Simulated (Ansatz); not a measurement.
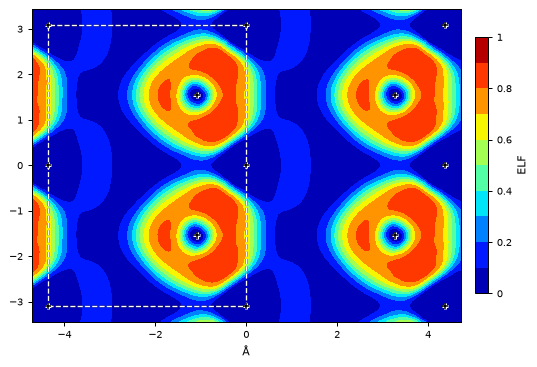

The ELF on a plane through atoms (crosses mark nuclei in the plane).

Theory: Ansatz, DFT PBE, plane waves, PAW.

Candidates:
A. Si, a = 5.43 Å, b = 5.43 Å, c = 5.43 Å, α = 90.00°, β = 90.00°, γ = 90.00°. Space group Fd-3m.
B. AlN, a = 4.37 Å, b = 4.37 Å, c = 4.37 Å, α = 90.00°, β = 90.00°, γ = 90.00°. Space group F-43m; a structure from a database of computed crystals, not necessarily the ambient phase.

> Which candidate gave the map?

Candidate B: AlN on the (011) plane of the conventional cell, which holds Al and N. Al–N (1.89 Å): the ELF peaks at about 0.90 in the valence shell of N, 0.8 Å from its nucleus, and is about 0.85 at the midpoint.
